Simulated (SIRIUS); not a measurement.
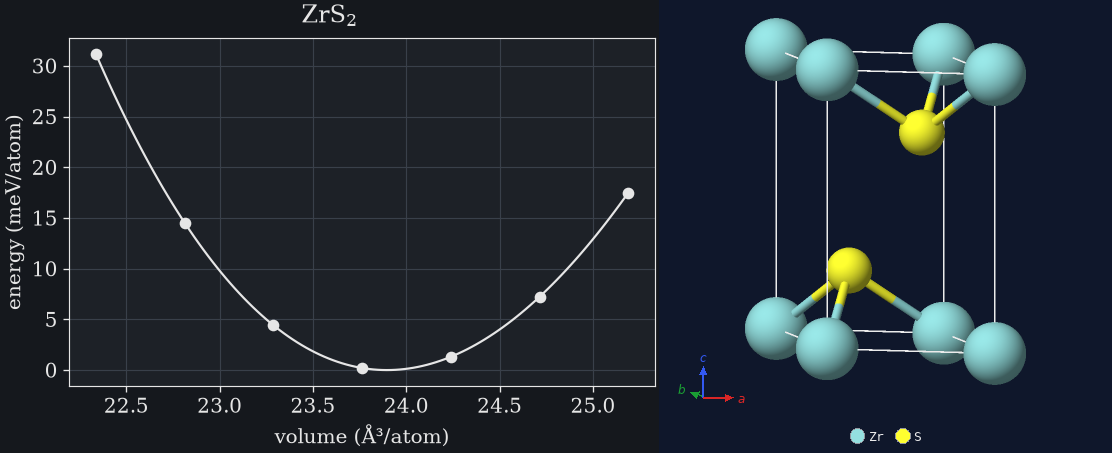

Method: all-electron LAPW DFT, no spin polarisation; energies at scaled volumes of the given cell, shape and fractions fixed, counted from the fit's minimum, third-order Birch-Murnaghan fit (SIRIUS 7.12.0). Level: PBE.

k mesh 8×8×5; occupations Fermi–Dirac; smearing width 0.05 eV; potentials all electron FP LAPW; program settings basis apw+lo standard, gk cutoff 3.58 1/bohr, pw cutoff 20 1/bohr.

Cell as given: a = 3.691 Å, b = 3.691 Å, c = 6.041 Å, α = 90.00°, β = 90.00°, γ = 120.00°; 3 atoms.

Caption: Energy against volume for ZrS₂, space group P-3m1 (No. 164). The conventional cell is drawn beside the plot.

A third-order Birch–Murnaghan fit gives V0 = 23.90 Å³/atom, B0 = 87.6 GPa and B′ = 4.1. The energy is 31.14 meV/atom at volume 22.34 Å³/atom and 17.48 meV/atom at 25.19 Å³/atom; the lowest computed point is at volume 23.76 Å³/atom (0.19 meV/atom), and no other minimum shows.

Limits of the calculation: shape and atomic fractions are frozen while scaling, which makes layered, chain and framework solids too stiff.
